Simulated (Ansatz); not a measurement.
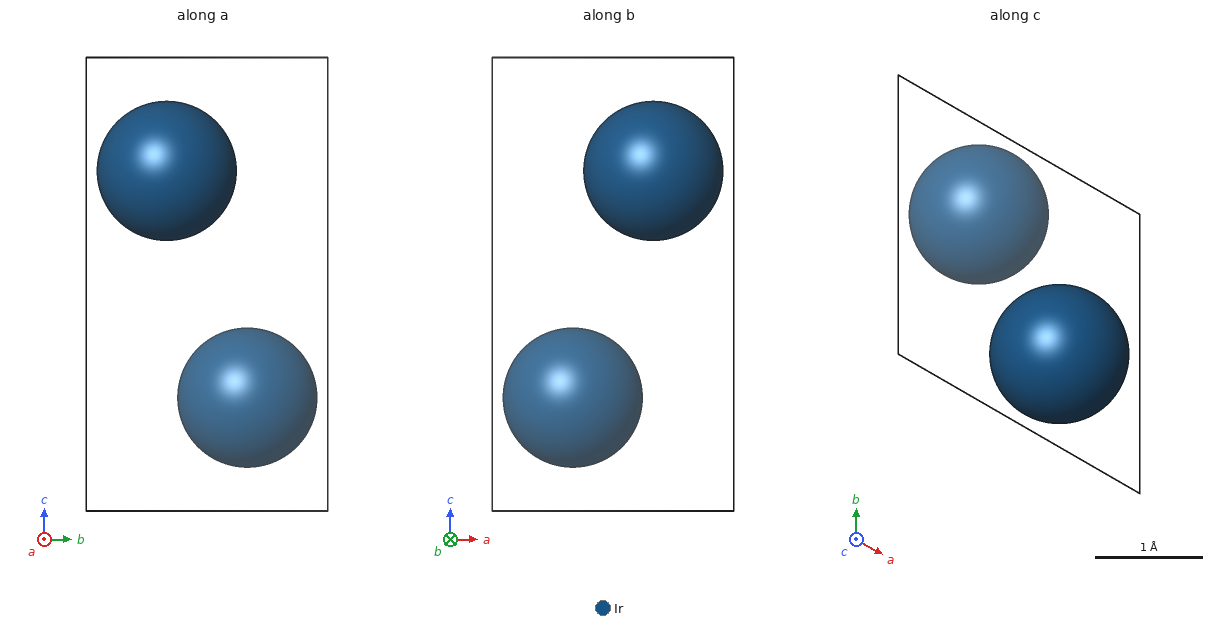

A spheres-only rendering, viewed along the a axis, along the b axis and along the c axis. One conventional unit cell is framed, with atoms on its boundary repeated.

Lattice parameters: a = 2.6132 Å, b = 2.6132 Å, c = 4.2463 Å, α = 90.000°, β = 90.000°, γ = 120.000°.

Write down what is shown as a CIF in P1 with every atom of the cell.

```cif
data_structure
_symmetry_space_group_name_H-M 'P 1'
_symmetry_Int_Tables_number 1
_cell_length_a 2.6132
_cell_length_b 2.6132
_cell_length_c 4.2463
_cell_angle_alpha 90.000
_cell_angle_beta 90.000
_cell_angle_gamma 120.000
_cell_volume 25.11
loop_
_atom_site_label
_atom_site_type_symbol
_atom_site_fract_x
_atom_site_fract_y
_atom_site_fract_z
_atom_site_occupancy
Ir1 Ir 0.3333 0.6667 0.2500 1
Ir2 Ir 0.6667 0.3333 0.7500 1
```

The model was built from a structure type filled with this element by a generator (whether the element takes this form wasn't checked). Earlier steps of the study may have refined or changed the cell and positions. An electronic-structure calculation with Ansatz was run on it.

At this level of theory the cell isn't at rest (compressed, at 66 GPa), so its distances can differ from those at equilibrium, the more so the softer the solid.
